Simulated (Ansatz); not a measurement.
# Quasiparticle gap of Ag3AuSe2 (I4_132)

How far does one-shot GW move the HSE06 gap of Ag3AuSe2 (I4_132)?

Method: HSE06, then G0W0 on it, plane waves, PAW, in Ansatz 0.2.0.

In doubt: masses and optical values from hybrid runs of this build are listed as unsure (step 3), which bears on the screening that GW takes from such a start; one-shot GW on d or f shells is unsure (step 3), so the values of those runs are not to be relied on.

**1. The starting structure**

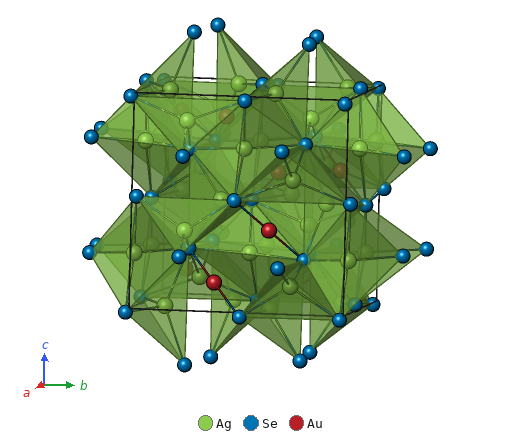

The starting structure, seen slightly off an axis (silver green, selenium blue, gold red). This picture shows the conventional cell, with its axes. Bonds to atoms that aren't drawn are left out. Some periodic images of atoms are drawn too.

Geometry: measured cell, ions relaxed with r2SCAN. The runs that relaxed it are not among those shown. Spin-orbit coupling is left out unless a step names it. The default PAW set here is soft_2. Its files were made with PBE.

**2. The starting point: HSE06**

HSE06 mixes in a quarter of exact exchange at short range.

This step: DFT, HSE06, plane waves, PAW.

Input file input.yaml:

```yaml
crystal:
  lattice:
    - [-4.975, 4.975, 4.975]
    - [4.975, -4.975, 4.975]
    - [4.975, 4.975, -4.975]
  atoms:
    - { symbol: Ag, position: [0.25, 0.6207106707, 0.3707106707] }
    - { symbol: Ag, position: [0.6207106707, 0.75, 0.3707106707] }
    - { symbol: Ag, position: [0.75, 0.8792893293, 0.1292893293] }
    - { symbol: Ag, position: [0.8792893293, 0.25, 0.1292893293] }
    - { symbol: Ag, position: [0.3707106707, 0.25, 0.6207106707] }
    - { symbol: Ag, position: [0.3707106707, 0.6207106707, 0.75] }
    - { symbol: Ag, position: [0.1292893293, 0.75, 0.8792893293] }
    - { symbol: Ag, position: [0.1292893293, 0.8792893293, 0.25] }
    - { symbol: Ag, position: [0.25, 0.1292893293, 0.8792893293] }
    - { symbol: Ag, position: [0.6207106707, 0.3707106707, 0.25] }
    - { symbol: Ag, position: [0.75, 0.3707106707, 0.6207106707] }
    - { symbol: Ag, position: [0.8792893293, 0.1292893293, 0.75] }
    - { symbol: Se, position: [0.5378148057, 0.5378148057, 0.5378148057] }
    - { symbol: Se, position: [0.5378148057, 0.5, 0.0] }
    - { symbol: Se, position: [0.5, 0.0, 0.9621851943] }
    - { symbol: Se, position: [0.0, 0.5378148057, 0.5] }
    - { symbol: Se, position: [0.9621851943, 0.5, 0.0] }
    - { symbol: Se, position: [0.9621851943, 0.9621851943, 0.9621851943] }
    - { symbol: Se, position: [0.0, 0.9621851943, 0.5] }
    - { symbol: Se, position: [0.5, 0.0, 0.5378148057] }
    - { symbol: Au, position: [0.25, 0.25, 0.25] }
    - { symbol: Au, position: [0.25, 0.5, 0.0] }
    - { symbol: Au, position: [0.5, 0.0, 0.25] }
    - { symbol: Au, position: [0.0, 0.25, 0.5] }
kpoints:
  mp_grid: { grid: [2, 2, 2] }
  band_path:
    path:
      - [0.0, 0.0, 0.0]
      - [0.5, -0.5, 0.5]
      - [0.0, 0.0, 0.5]
      - [0.25, 0.25, 0.25]
    npoints: 1
hamiltonian:
  xc: hse06
scf:
  occupations: { method: fixed }
  n_extra_bands: 12
output:
  eigenvalues: true
```

The run is started by

```sh
$ ansatz run input.yaml --threads 16 --pin off --max-ram 82944MiB --backend cuda --events-out ev --progress --plain --runs-dir out --devices 1 --max-vram 78GiB
```

Numbers of over 12 decimals in the logs are rounded to 6 here.

Log:

```text
scf.n_extra_bands = 12 over 216 filled bands (N_el = 432.0): the run solves 228 bands
GPUs: using 1 of 1 available (devices: 1).
Engine: ansatz 0.2.0, aarch64-unknown-linux-gnu
Pseudopotentials: kind: paw
Pseudopotential: Ag, paw, valence charge 19, recommended cutoff 420 eV (normal), Ag.paw.azcp
Pseudopotential: Se, paw, valence charge 16, recommended cutoff 420 eV (normal), Se.paw.azcp
Pseudopotential: Au, paw, valence charge 19, recommended cutoff 420 eV (normal), Au.paw.azcp
Functional definition: HSE06
  parameter a = 0.25
  parameter omega = 0.11/bohr
  exchange = pbe_x - a*pbe_x_sr(omega) + a*exact_x_sr(omega)
  correlation = pbe_c
davidson cushion auto → on  (no smearing: the cushion is to keep the highest requested band from converging to the state above it; pin scf.eigensolver.cushion to override)
[...]
Crystal: 24 atoms, lattice volume = 492.537 Å³
Basis set: ecut = 420 eV, 9693 PW (Γ)
Bands: 228, of which v1, the nominal top of the filled ones, is band 216 counted from 1 (215 counted from 0)
Symmetry: 24 space group operations
Space group: I4132 (ITA 214), of the structure as read, at distance tolerance 7.9e-5 Å
k-points: 3 of 8
Non-local potential: Ag, projectors of the file, l = 0: 3, l = 1: 2, l = 2: 2, l = 3: 1
Non-local potential: Se, projectors of the file, l = 0: 2, l = 1: 2, l = 2: 3, l = 3: 1
Non-local potential: Au, projectors of the file, l = 0: 3, l = 1: 2, l = 2: 2, l = 3: 1
PAW form: soft (Blöchl's): semilocal exchange-correlation on the pseudo side does not see the compensation charge
PAW frozen core: Ag, regenerated for the run's functional, and the local potential with it (the file was generated under x = pbe(κ = 0.804, μ = 0.219515), c = pbe(β = 0.066725))
PAW frozen core: Se, regenerated for the run's functional, and the local potential with it (the file was generated under x = pbe(κ = 0.804, μ = 0.219515), c = pbe(β = 0.066725))
PAW frozen core: Au, regenerated for the run's functional, and the local potential with it (the file was generated under x = pbe(κ = 0.804, μ = 0.219515), c = pbe(β = 0.066725))
PAW one-centre angular grid: Ag, 590 points (default); XC on 96 Gauss nodes
PAW one-centre angular grid: Se, 590 points (default); XC on 64 Gauss nodes
PAW one-centre angular grid: Au, 590 points (default); XC on 64 Gauss nodes
Initial density: superposition of atomic densities (neutral atoms: chi_scale 0, normalization atom), corrected by the library's trained network
Initial wavefunctions: pseudopotential atomic-orbital guess
[...]
Functional: x = pbe(κ = 0.804, μ = 0.219515), c = pbe(β = 0.066725), warm-up for x = pbe(κ = 0.804, μ = 0.219515) + 0.25 (exact − pbe) at short range (hse, ω = 0.207870 Å⁻¹), c = pbe(β = 0.066725); HSE06 as pw.x's `hse` composes it (authors' and Libxc's form: `xc: wpbeh`)
SCF iter   1: F=—  HF=-187437.921033 eV  |F-HF|=—  |Δ(HF+E_count)|=         —  Δρ=2.59e-3  dr2=3.97e-2  ethr=1.77e-3  ⟨swp⟩=6.3  Hψ=2689  notcnv=0
preconditioner: auto → none  [insulator: Δε(μ)=0.066 eV  Ē_g=6.673 eV  n_scr=140 (ndim 8)  ℏωp=25.0 eV  f_vac=0.058]
SCF iter   2: F=—  HF=-187437.925875 eV  |F-HF|=—  |Δ(HF+E_count)|=   4.84e-3  Δρ=1.80e-3  dr2=4.49e-2  ethr=9.20e-6  ⟨swp⟩=4.0  Hψ=2037  notcnv=0
[...]
SCF iter   7: F=-187437.918347 eV  HF=-187437.918346 eV  |F-HF|=2.59e-7  |Δ(HF+E_count)|=   1.66e-6  Δρ=9.51e-6  dr2=2.20e-7  ethr=1.09e-9  ⟨swp⟩=3.0  Hψ=1856  notcnv=0
SCF 1 stopped early in 7 iterations: F = -187437.918347 eV  dr2 = 2.20e-7
  greatest PAW one-centre occupation: 1.000 electrons in one spin orbital (limit 2), on the Au atom at site 23 (counted from 0), in its partial waves of l = 0
[...]
hybrid outer 1: dexx = +1.992e-1 eV, tail = 9.42e-4 eV
[...]
SCF 3 converged in 5 iterations: F = -187502.259023 eV  dr2 = 7.24e-8
hybrid outer 2: dexx = +1.880e-5 eV, tail = 5.43e-7 eV, Δε = 2.03e-3 eV (about 6.42e-5 eV left of the loop's levels)
[...]
k-point 1: bands = ["-97.0852", "-97.0852", "-97.0852", "-97.0851", "-83.4898", "-83.4896", "-83.4889", "-83.4888", "-83.4884", "-83.4879", "-83.4871", "-83.4866", "-83.4862", "-83.4861", "-83.4853", "-83.4852", "-47.4686", "-47.4686", "-47.4686", "-47.4685", "-47.2104", "-47.2104", "-47.2094", "-47.2077", "-47.2051", "-47.2035", "-47.2025", "-47.2025", "-45.7163", "-45.7135", "-45.7120", "-45.7119", "-45.7114", "- [...]
  k-point 2: bands = ["-97.0852", "-97.0852", "-97.0852", "-97.0851", "-83.4893", "-83.4893", "-83.4893", "-83.4888", "-83.4888", "-83.4888", "-83.4862", "-83.4862", "-83.4862", "-83.4857", "-83.4857", "-83.4857", "-47.4686", "-47.4685", "-47.4685", "-47.4685", "-47.2104", "-47.2104", "-47.2104", "-47.2052", "-47.2052", "-47.2052", "-47.2025", "-47.2025", "-45.7170", "-45.7170", "-45.7161", "-45.7053", "-45.7051", "- [...]
```

It took 18 s on 1 × NVIDIA GB200 (shared by 2 runs) with 16 threads of Arm Neoverse V2, shared host; peak memory 2.7 GiB.

Reading the cycles: dr2 is the Hartree energy of the density residual (eV), the measure of convergence; HF is the Harris–Foulkes estimate of the energy, which meets the free energy F at convergence.

Numbers from this step:

| Item | Value |
| --- | --- |
| gap | 0.9514 eV |
| valence top at | Γ |
| conduction bottom at | Γ |
| least direct gap | 0.9514 eV |
| exact-exchange fraction | 0.25 |

Over mesh and listed points the gap is 0.951 eV, direct, at k = Γ.

**3. The quasiparticle correction**

G0W0 replaces the xc potential by a self-energy built once from the orbitals of the start. Levels are corrected in the window of bands that the input names, at points of the mesh.

This step: G0W0 on HSE06, plane waves, PAW.

Edit input.yaml of step 2 so:

```diff
@@ -32,15 +32,12 @@
   mp_grid: { grid: [2, 2, 2] }
-  band_path:
-    path:
-      - [0.0, 0.0, 0.0]
-      - [0.5, -0.5, 0.5]
-      - [0.0, 0.0, 0.5]
-      - [0.25, 0.25, 0.25]
-    npoints: 1
 hamiltonian:
   xc: hse06
+  pseudopotentials: { kind: paw, source: ansatz }
 scf:
   occupations: { method: fixed }
-  n_extra_bands: 12
-output:
-  eigenvalues: true
+gw:
+  n_empty_bands: 1470
+  ecut_chi: 120.0
+  qp_bands: [v4, c4]
+  qp_kpoints: band_edges
+  screening: { model: contour_deformation }
```

Log:

```text
GPUs: using 1 of 1 available (devices: 1).
[...]
Crystal: 24 atoms, lattice volume = 492.537 Å³
Basis set: ecut = 617 eV, 17309 PW (Γ)
Bands: 260, of which v1, the nominal top of the filled ones, is band 216 counted from 1 (215 counted from 0)
Symmetry: 24 space group operations
[...]
k-points: 3 of 8
[...]
SCF iter   1: F=—  HF=-187763.269118 eV  |F-HF|=—  |Δ(HF+E_count)|=         —  Δρ=1.07e-1  dr2=1.21e2  ethr=1.00e-1  ⟨swp⟩=7.7  Hψ=2300  notcnv=0
[...]
SCF iter   2: F=—  HF=-187796.563014 eV  |F-HF|=—  |Δ(HF+E_count)|=    3.33e1  Δρ=1.20e-1  dr2=2.25e2  ethr=2.79e-2  ⟨swp⟩=4.0  Hψ=2245  notcnv=0
[...]
SCF iter  11: F=-187744.529221 eV  HF=-187744.529221 eV  |F-HF|=5.96e-8  |Δ(HF+E_count)|=   2.46e-8  Δρ=3.92e-6  dr2=7.94e-8  ethr=1.29e-10  ⟨swp⟩=4.0  Hψ=2283  notcnv=0
SCF 1 converged in 11 iterations: F = -187744.529221 eV  dr2 = 7.94e-8
[...]
Exchange kernel: α = 0.2500, screened, ω = 0.2079 Å⁻¹, Wigner–Seitz truncation, v(0) = 1037.7110 eV·Å³, q-mesh 2×2×2, nearest image of the exchange supercell L = 17.23 Å, pair-density grid 48×48×48, without the augmentation charges, whose exchange is taken in its separable form by FFT convolution over the k-point mesh (sized by the pseudopotential files, 60×60×60 at the most), smooth part of the exact exchange by density-matrix convolution in up to 11.30 GiB of GPU memory as planned if the GPU has room (build and FFT work areas not counted)
[...]
hybrid outer 1: dexx = +1.591e-1 eV, tail = 3.22e-4 eV
[...]
SCF 3 converged in 5 iterations: F = -187806.736023 eV  dr2 = 1.58e-8
[...]
guard bands above this table: 24 of the run's 260 bands. The solve was not asked for them (output.publish_guard_bands: true or output.eigenvalues: true publishes all)
--- G₀W₀: contour deformation, 7 samples at zero and on the imaginary axis and 2 off it, 8 q-points, 1470 empty bands' worth ---
  eigenvalues of the whole cell's RPA ε∞ on this k-mesh (on a slab, of 1 + 4πα/V) = 13.5750, 13.5750, 13.5750; static W/v taken at q = 0 is 0.073665
  bands read: the sum over 1686 bands ends inside a degenerate multiplet in 2 slots, whose members it reads at an even weight; the widest, k=2: bands 1686 to 1688 (counted from 1) at 1/3 each
  gw.qp_kpoints: band_edges: 3 of 3 stored k-points solved, in 1 pass; an edge of the gap read off the rows below is read off those points alone
    ik  band        ε_KS         Σx   Σc(E_QP)       V_xc       Z   E_QP_lin       E_QP  E_QP is
     0   213     13.1360   -23.5245     2.3053   -21.3127  0.7693    13.2293    13.2295  root
     0   214     13.1360   -23.5245     2.3053   -21.3127  0.7693    13.2293    13.2295  root
     0   215     13.4328   -23.5345     2.2480   -21.3719  0.7716    13.5181    13.5183  root
     0   216     13.4328   -23.5345     2.2480   -21.3719  0.7716    13.5181    13.5183  root
     0   217     14.3878   -12.7794    -3.4596   -16.2358  0.7944    14.3846    14.3846  root
     0   218     14.6651   -10.2723    -3.2402   -13.4387  0.8009    14.5914    14.5913  root
     0   219     14.6651   -10.2723    -3.2402   -13.4387  0.8009    14.5914    14.5913  root
     0   220     15.1497   -11.3241    -3.6593   -14.9372  0.7967    15.1035    15.1035  root
     1   213     12.8524   -23.2087     2.3679   -20.9216  0.7672    12.9331    12.9333  root
     1   214     12.9621   -23.5557     2.3289   -21.3143  0.7690    13.0494    13.0497  root
     1   215     13.1519   -24.1699     2.2823   -21.9885  0.7714    13.2526    13.2529  root
     1   216     13.3753   -23.4967     2.2118   -21.3735  0.7718    13.4637    13.4639  root
     1   217     15.2295   -11.2171    -3.6109   -14.7826  0.7935    15.1842    15.1841  root
     1   218     15.7806   -12.0706    -3.2954   -15.3463  0.7912    15.7609    15.7609  root
     1   219     16.2311   -10.9699    -3.7488   -14.6694  0.7906    16.1819    16.1818  root
     1   220     16.2813   -10.7850    -3.6292   -14.3545  0.7895    16.2216    16.2215  root
     2   213     12.5966   -25.2730     2.2777   -23.0888  0.7723    12.6899    12.6901  root
     2   214     12.6254   -25.4176     2.6256   -22.9240  0.7658    12.7569    12.7573  root
     2   215     12.6254   -25.4176     2.6256   -22.9240  0.7658    12.7569    12.7573  root
     2   216     12.6254   -25.4176     2.6256   -22.9240  0.7658    12.7569    12.7573  root
     2   217     15.9923   -10.5289    -3.5270   -13.9933  0.7935    15.9298    15.9297  root
     2   218     15.9923   -10.5289    -3.5270   -13.9933  0.7935    15.9298    15.9297  root
     2   219     15.9923   -10.5289    -3.5270   -13.9933  0.7935    15.9298    15.9297  root
     2   220     16.6274   -11.7706    -3.6610   -15.3978  0.7854    16.5936    16.5935  root
```

The job ended after 2.8 min (1 × NVIDIA GB200 (shared by 2 runs) with 16 threads; peak memory 6.4 GiB; 9.6 min of CPU time).

Numbers from this step:

```yaml
bands_summed: 1686
rpa_eps_infinity_on_this_mesh_eigenvalues: 13.57, 13.57, 13.57
plane_waves_in_the_screening_matrix: 1481
q_points_in_the_mesh: 8
g0w0_gap_over_the_corrected_points: 0.8662 eV
k_of_the_valence_top: 0, 0, 0
k_of_the_conduction_bottom: 0, 0, 0
starting_gap_on_the_mesh: 0.9549 eV
z_at_the_valence_top: 0.7716
z_at_the_conduction_bottom: 0.7944
least_direct_g0w0_gap_over_the_corrected_points: 0.8662 eV
```

Over all 3 irreducible mesh points the G0W0 gap is 0.866 eV, direct, at k = Γ. The HSE06 gap of this run on the mesh is 0.955 eV. The two states that bound the G0W0 gap lie that far apart at the start, so the correction of the gap is 0.866 − 0.955 = −0.089 eV. The start of this run differs from the step before in files (soft_2 PAW and hard PAW) and plane-wave cutoff (420 eV and 617 eV). The program's warnings for this run: metallic iterate.

Labels follow the order of the start: v1 is the top filled band, c1 the lowest empty one; levels that stay degenerate share a row, the window can cut a multiplet, doubted levels are not marked in this list, bands outside the window were not corrected, and the list may be a part of the corrected levels. Levels before and after the correction, in eV, zero at the valence-band top of each column:

```csv
,conduction bottom,valence top
HSE06,0.95,0.00
G0W0,0.87,0.00
```

```csv
,level,occupation,energy (eV)
HSE06,Γ v4-v3,2,-0.297
HSE06,Γ v2-v1,2,0.000
HSE06,Γ c1,0,0.955
HSE06,Γ c2-c3,0,1.232
HSE06,Γ c4,0,1.717
G0W0,Γ v4-v3,2,-0.289
G0W0,Γ v2-v1,2,0.000
G0W0,Γ c1,0,0.866
G0W0,Γ c2-c3,0,1.073
G0W0,Γ c4,0,1.585
```

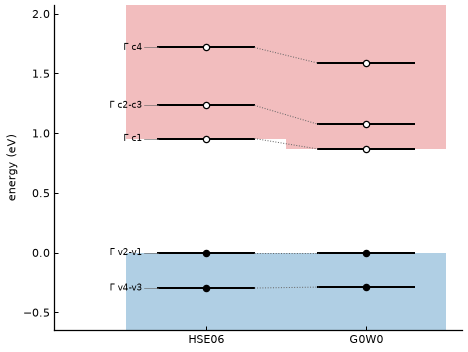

Levels before and after the correction. Shaded: valence and conduction bands. Filled marks are occupied levels, open marks empty ones.

The parts of the quasiparticle energy for the two states that bound the G0W0 gap, in eV on the run's own scale (QP = start + Σx + Σc − Vxc, with Σc at the quasiparticle energy):

| edge | k | band | start | Σx | Σc | Vxc | Z | QP |
| --- | --- | --- | --- | --- | --- | --- | --- | --- |
| valence top | Γ | 215 | 13.433 | −23.535 | 2.248 | −21.372 | 0.772 | 13.518 |
| conduction bottom | Γ | 217 | 14.388 | −12.779 | −3.460 | −16.236 | 0.794 | 14.385 |

For a hybrid start, Vxc holds its share of exact exchange.

(Part 1 of 2 ends here.)

[Paths, hosts, dates, memory and timing lines, banners, echoed tables and standing remarks are left out of the program output.]

[Logs are printed without paths, hosts, clocks, repeated set-up lines and the standing remarks that a program may print on its own settings, such as how far it seeks lower states.]

[Runs of the session that timed out or met a known fault of the program may be left out.]

[Cells called generated may have been cut or substituted from an entry of the Crystallography Open Database or the Materials Project.]

[Hosts, paths, dates, database ids (printed as entryN), source tags and the programs' standing remarks are cut or masked in the printed files.]

[Where an RPA ε∞ is given, it is that of the G0W0 mesh and is not shown converged in it. Names of k-points follow the symmetry that the program found, which can be lower than the space group named. Band edges on a path are those of the sampled points; other points can move an edge, and change direct to indirect where valleys lie close.]

[Hybrid gaps are those of their k-mesh and are not shown converged in it.]
